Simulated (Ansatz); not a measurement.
System: Ta.

```
Ta
1.0
     0.00000    3.22000    0.00000
     0.00000    0.00000    3.30256
     3.38512    0.00000    0.00000
Ta
2
Direct
  0.00000 0.00000 0.00000
  0.50000 0.50000 0.50000
```

Space group Immm; changed on purpose from its base cell (strain +0.0250 x Voigt [1, -1, 0, 0, 0, 0], atoms carried along); computed pressure about 3 GPa in this cell; computed without spin polarisation.

Level of theory: Ansatz, DFT PBE, scalar-relativistic, plane waves, PAW.

**Predict the valence pseudo-density and electron localisation function between the atoms.**

Ta–Ta (2.86 Å): ρ at the midpoint is about 0.31 e/Å³; the ELF is about 0.30 at the midpoint: no shared electron pair shows on this line.

**Metal or insulator at this level of theory?**

It is gapless in this calculation (a metal or semimetal).

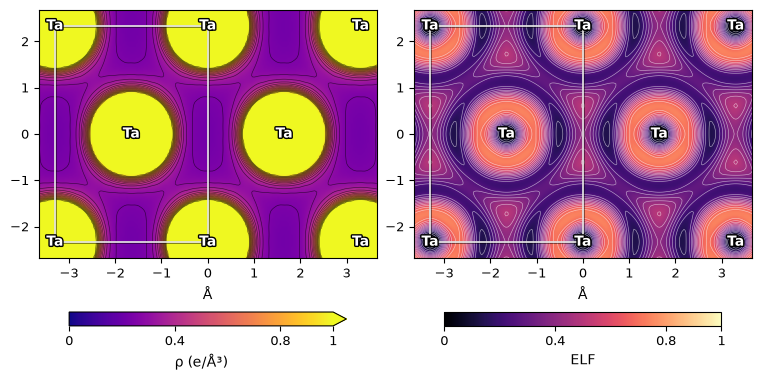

Computed valence pseudo-density and electron localisation function on the (101) plane of the conventional cell, in this order. 

Core electrons are frozen (PAW), and the valence fields are smoothed inside the atomic spheres.
